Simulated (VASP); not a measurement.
System BP (space group F-43m, No. 216); source of the atomic positions: an entry of the Crystallography Open Database, as set up for an electronic-structure calculation.

```xyz
8
Lattice="4.5380 0.0000 0.0000 0.0000 4.5380 0.0000 0.0000 0.0000 4.5380" Properties=species:S:1:pos:R:3 pbc="T T T"
P     1.1345    1.1345    1.1345
B     0.0000    0.0000    0.0000
P     1.1345    3.4035    3.4035
B     0.0000    2.2690    2.2690
P     3.4035    1.1345    3.4035
B     2.2690    0.0000    2.2690
P     3.4035    3.4035    1.1345
B     2.2690    2.2690    0.0000
```

Describe the stacking along [111], naming the columns A, B, C as they first turn up.

B(A) – P(A) – B(B) – P(B) – B(C) – P(C) (six layers in 7.86 Å).

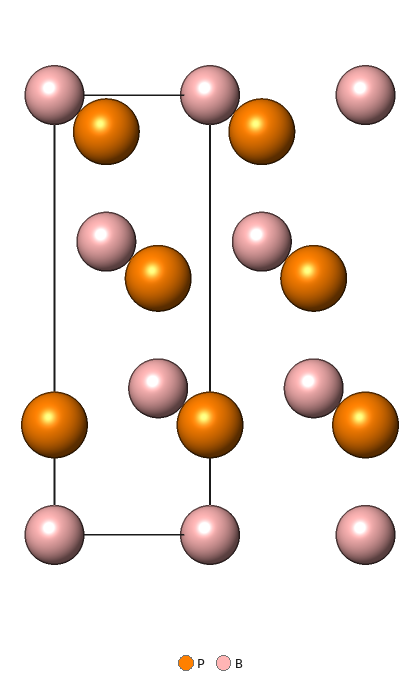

Projection along an edge of the hexagonal mesh, stacking direction [111] upwards. Every atom sits on one of the three columns of the mesh; call them A, B, C in the order in which they first turn up. The box is the hexagonal cell of the face-centred cubic lattice. The sequence starts with the first layer at or above the cell's origin.
